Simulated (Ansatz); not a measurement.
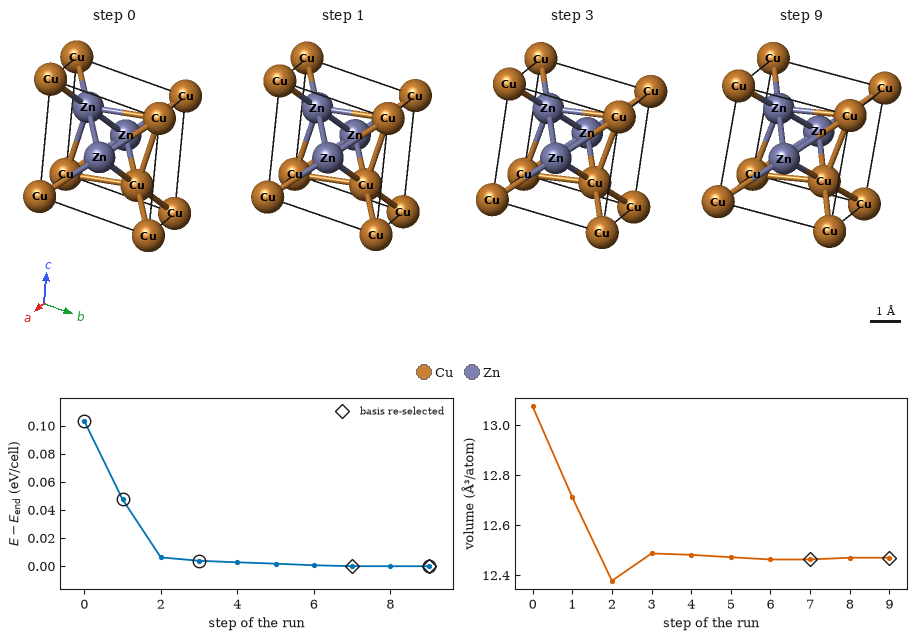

Frames of a relaxation of crystalline ZnCu (set up in I4_1/amd), marked on the history of the run. A ball-and-stick model of the cell of the calculation, seen slightly off an axis.

Case: 2 of 4 Cu sites taken by Zn, cell and atoms relaxed.

These are results of DFT r2SCAN, scalar-relativistic, plane waves, PAW (Ansatz 0.2.0), not measurements. (plane-wave cutoff 500 eV; k-point mesh 14 × 14 × 14; occupations gaussian; smearing width 0.1 eV; no spin polarisation; cell and atoms relaxed; force threshold 0.015 eV/Å; at most 60 steps)

Question: Describe the path.

Answer: The atoms keep their places relative to the cell (all moves are under 0.005 Å). Cell: a = b = c 4.111 → 4.134 Å (+0.6 %), α 99.5° → 89.8°, β 114.7° → 120.1°, γ 114.7° → 120.1°. Volume −4.6 %. Some distances before and after: Cu–Zn 2.656 → 2.928 Å, Cu–Cu 2.586 → 2.530 Å, Zn–Zn 2.586 → 2.530 Å, Cu–Zn 2.586 → 2.530 Å. The space group stays I4_1/amd (No. 141). Over 7 accepted moves (9 points after the start) the energy falls by 0.103 eV per cell of the calculation. All forces vanish by symmetry, so only the cell relaxes. The pressure goes from −4.77 to 0.02 GPa. At 2 points the geometry stayed and the basis and grid were re-selected for the new cell (energy shift of 0.7 meV per cell of the calculation at most each time). Cost: 5.8 min on 1 thread of Intel(R) Xeon(R) 6975P-C (Granite Rapids), with other jobs on the host, peak memory 0.87 GiB. From step 0 to 1: volume −2.8 %, energy −55.8 meV per cell of the calculation. From step 1 to 3: volume −1.8 %, energy −43.8 meV per cell of the calculation. From step 3 to 9: volume −0.1 %, energy −3.9 meV per cell of the calculation.

```csv
step,"E − E(0), meV/atom","pressure, GPa","volume, Å³/atom",note
0,0.00,-4.77,13.075,
1,-13.95,-1.86,12.712,
2,-24.28,1.11,12.378,
3,-24.89,-0.11,12.487,
4,-25.16,-0.07,12.482,
5,-25.40,0.02,12.472,
6,-25.69,0.11,12.463,
7,-25.85,0.10,12.463,"same geometry, new basis"
8,-25.85,0.02,12.470,
9,-25.86,0.02,12.470,"same geometry, new basis"
```
